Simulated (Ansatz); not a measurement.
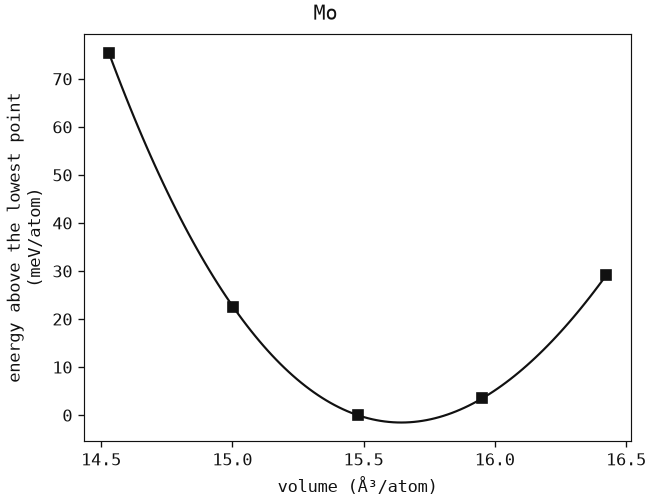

Plotted: energy above the lowest point against volume for Mo, space group Im-3m (No. 229) (one of a set of cubic test structures, which need not be the stable phase).

How it was computed, with Ansatz 0.2.0 development build: equation of state of a cubic crystal from periodic Kohn-Sham density functional theory without spin, third-order Birch-Murnaghan fit to the free energies; pressure corrected for the finite basis. Level: r2SCAN.

| setting | value |
| --- | --- |
| structure type | bcc |
| atoms in cell | 1 |
| space group number | 229 |
| lattice centring | body-centred primitive |
| k mesh | 15×15×15 |
| occupation method | Fermi–Dirac |
| occupation width | 0.1 eV |
| wave cutoff | 500 eV |
| datasets | hand-made PAW |
| density tolerance | 1e−09 eV |
| bands | 11 |
| density cutoff ratio | 4 |
| search for lower states | default |
| xc grid level | 2 |

From this curve and the settings, what does the calculation give for the pressure at the same points?

The pressure falls from 23.6 GPa at volume 14.53 Å³/atom to −12.1 GPa at 16.43 Å³/atom, and changes sign near 15.65 Å³/atom.

```
volume (Å³/atom)  pressure (GPa)
           14.53            23.6
           15.00            12.5
           15.48             3.0
           15.95            -5.1
           16.43           -12.1
```

Caveats: modest k-mesh, values are not fully converged in k.
